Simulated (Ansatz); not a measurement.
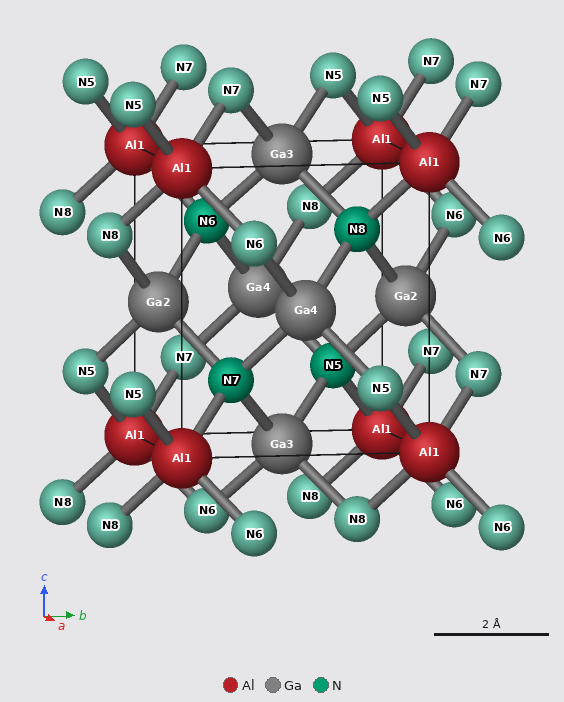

**Figure 1.** The structure as given in the input (ball-and-stick view of the cell of the calculation, set on other vectors, seen slightly off an axis; neighbours outside the cell are drawn fainter; atoms are numbered from 1 in the order of the input). An atom can appear more than once, as a periodic image. Near neighbours in the periodic cell (some may lie outside the picture): Al has 4 N at 1.91 Å; Ga has 4 N at 1.95 to 1.97 Å; N has 1 Al at 1.91 Å and 3 Ga at 1.95 to 1.97 Å.

# AlGa3N4: a failed or faulty run and its cure

System: AlGa3N4 (8 atoms in the cell).
Method of run A: DFT, PBEsol, plane waves, PAW (Ansatz 0.2.0).

The structure derives from a Materials Project entry. Text and figures count atoms from 1; the logs count them from 0 in places.

## Input file, run A
```yaml
crystal:
  lattice:
    - [3.7974837372, 0.0, 0.0]
    - [0.0, 5.137772115, 0.0]
    - [0.0, 0.0, 4.4676279261]
  atoms:
    - { symbol: Al, position: [0.0, 0.0, 0.0] }
    - { symbol: Ga, position: [0.5, 0.5, 0.0] }
    - { symbol: Ga, position: [0.5, 0.0, 0.5] }
    - { symbol: Ga, position: [0.0, 0.5, 0.5] }
    - { symbol: "N", position: [0.755030922, 0.755030922, 0.244969078] }
    - { symbol: "N", position: [0.755030922, 0.244969078, 0.755030922] }
    - { symbol: "N", position: [0.244969078, 0.755030922, 0.755030922] }
    - { symbol: "N", position: [0.244969078, 0.244969078, 0.244969078] }
basis:
  ecutwfc: 420
kpoints:
  mp_grid: { grid: [6, 6, 6] }
hamiltonian:
  xc: pbesol
scf:
  occupations: { method: gaussian, width: 0.05 }
  max_iter: 50
output:
  forces: true
  eigenvalues: true
  stress: true
ENCUT: 0.3
```

Command:
```bash
ansatz run input.yaml --threads 2 --pin off --max-ram 5120MiB --backend cpu --events-out ev --progress --plain --runs-dir out
```

Hardware: 2 threads of Intel Xeon @ 2.50GHz (Skylake/Cascade Lake), 189 GiB of memory available, shared host.

## Output (run A)
```
Error: YAML parse error: error: line 28 column 1: unknown field `ENCUT`, expected one of crystal, accuracy, basis, kpoints, hamiltonian, magnetization, projection, total_charge, correlation, batch, efield, external_charges, scf, relax, neb, saddle, md, ramp, phonons, dielectric, real_time, elastic, magnetic_configurations, gw, evaluate, workflow, output, checkpoint, execution
  --> <input>:28:1
   |
26 |   eigenvalues: true
27 |   stress: true
28 | ENCUT: 0.3
   | ^ unknown field `ENCUT`, expected one of crystal, accuracy, basis, kpoints, hamiltonian, magnetization, projection, total_charge, correlation, batch, efield, external_charges, scf, relax, neb, saddle, md, ramp, phonons, dielectric, real_time, elastic, magnetic_configurations, gw, evaluate, workflow, output, checkpoint, execution
```

Question: What should be changed in this input?

Answer: This input holds a deliberate fault: a keyword of another program (`ENCUT`). The program refused the input: “YAML parse error: error: line 28 column 1: unknown field `ENCUT`, expected one of crystal, accuracy, basis, kpoints, hamiltonian, magnetization, projection, total_charge, correlation, batch, efield, external_charges, scf, relax, neb, saddle, md, ramp, phonons, dielectric, real_time, elastic, magnetic_configurations, …”

A run of the same system that converges differs from this input as follows (lines with − go, lines with + come):
```diff
-  max_iter: 50
-ENCUT: 0.3
```

## Output, shortened to warnings, some set-up lines, iterations and results (run B)
```
Basis set: ecut = 420 eV, 1723 PW (Γ), exchange–correlation on 54×72×60 points (8 copies of the dense FFT grid, shifted against one another)
Symmetry: 4 space group operations
k-points: 64 of 216 (time reversal used)
Initial density: superposition of atomic densities (neutral atoms: chi_scale 0, normalization atom), corrected by the library's trained network
[...]
SCF iter   1: F=—  HF=-13272.821398 eV  |F-HF|=—  |Δ(HF+E_count)|=         —  Δρ=1.21e-2  dr2=1.26e-1  ethr=1.77e-3  ⟨swp⟩=6.7  Hψ=10027  notcnv=0  defer=4
SCF iter   2: F=—  HF=-13272.785372 eV  |F-HF|=—  |Δ(HF+E_count)|=   3.60e-2  Δρ=1.95e-3  dr2=3.40e-3  ethr=2.03e-4  ⟨swp⟩=2.0  Hψ=3947  notcnv=0  defer=197
SCF iter   3: F=—  HF=-13272.784849 eV  |F-HF|=—  |Δ(HF+E_count)|=   5.23e-4  Δρ=9.53e-4  dr2=6.61e-4  ethr=5.48e-6  ⟨swp⟩=2.5  Hψ=3631  notcnv=0  defer=133
SCF iter   4: F=—  HF=-13272.784820 eV  |F-HF|=—  |Δ(HF+E_count)|=   2.89e-5  Δρ=2.10e-4  dr2=3.74e-5  ethr=1.07e-6  ⟨swp⟩=2.6  Hψ=4280  notcnv=0  defer=133
SCF iter   5: F=—  HF=-13272.784743 eV  |F-HF|=—  |Δ(HF+E_count)|=   7.67e-5  Δρ=1.10e-4  dr2=6.52e-6  ethr=6.03e-8  ⟨swp⟩=2.0  Hψ=4274  notcnv=0  defer=133
SCF iter   6: F=—  HF=-13272.784746 eV  |F-HF|=—  |Δ(HF+E_count)|=   2.86e-6  Δρ=1.48e-5  dr2=1.29e-7  ethr=1.05e-8  ⟨swp⟩=2.9  Hψ=4684  notcnv=0  defer=133
SCF iter   7: F=-13272.784746 eV  HF=-13272.784746 eV  |F-HF|=9.20e-10  |Δ(HF+E_count)|=   1.85e-8  Δρ=2.42e-6  dr2=3.57e-9  ethr=1.61e-10  ⟨swp⟩=8.0  Hψ=9711  notcnv=0
SCF 1 converged in 7 iterations: F = -13272.784746 eV  dr2 = 3.57e-9
SCF converged after 7 iterations
Free energy (F): -13272.784746 eV
Harris-Foulkes:  -13272.784746 eV  (|F-HF|=9.20e-10)
Internal energy: -13272.784746 eV  (E = F + TS)
E sigma→0 (E₀):  -13272.784746 eV
Fermi energy:    10.661269 eV
--- Per-component energies (eV) ---
  E_band       = 0.278479
  E_kinetic    = 898.085173
  E_local      = -6402.683180  (includes V_loc(G=0)·N_el)
  E_nonlocal   = 1482.315942
  E_hartree    = 2933.157931
  E_xc         = -483.440963
  E_vxc        = -508.680997  (∫ρ·V_xc dr)
  E_paw        = -6805.755368  (= ΣΔE_a)
  E_vpaw       = -1335.073502  (= ΣTr[D̂ρ^β])
  E_aug_tail   = 0.000119  (compensation charges beyond the density's cutoff)
  E_ewald      = -4897.184869
  E_core_change = 2.720468  (= ΣΔE_core)
  E_smearing   = -0.000000  (= −TS)
  E_closure    = -0.000000  (closes the sum)
  Σ components = -13272.784746   (vs F -13272.784746, Δ=0.00e0)
--- Forces (eV/Å), atoms counted from 1 ---
  atom   1  Al     0.00000000     0.00000000     0.00000000
  atom   2  Ga     0.00000000     0.00000000     0.00000000
  atom   3  Ga     0.00000000     0.00000000     0.00000000
  atom   4  Ga     0.00000000     0.00000000     0.00000000
  atom   5  N      0.17447789    -0.13046742     0.04145939
  atom   6  N      0.17447789     0.13046742    -0.04145939
  atom   7  N     -0.17447789    -0.13046742    -0.04145939
  atom   8  N     -0.17447789     0.13046742     0.04145939
  max |Σ_I F_I| component: 2.78e-17 eV/Å
--- Stress (GPa, compression-positive) ---
       14.461720       0.000000       0.000000
        0.000000     -27.929244       0.000000
        0.000000       0.000000      12.545572
  P = ⅓ Tr σ = -0.3073 GPa (-3.073 kbar)
```

## The two runs side by side

```csv
quantity,run A,run B
outcome,refused,converged
free energy per atom (eV),–,−1659.0981
gap on the mesh (eV),–,1.53
pressure (GPa),–,−0.31
volume per atom (Å³),–,10.90
largest force (eV/Å),–,0.222
SCF iterations,–,7
irreducible k-points,–,64
plane waves at Γ,–,1723
```
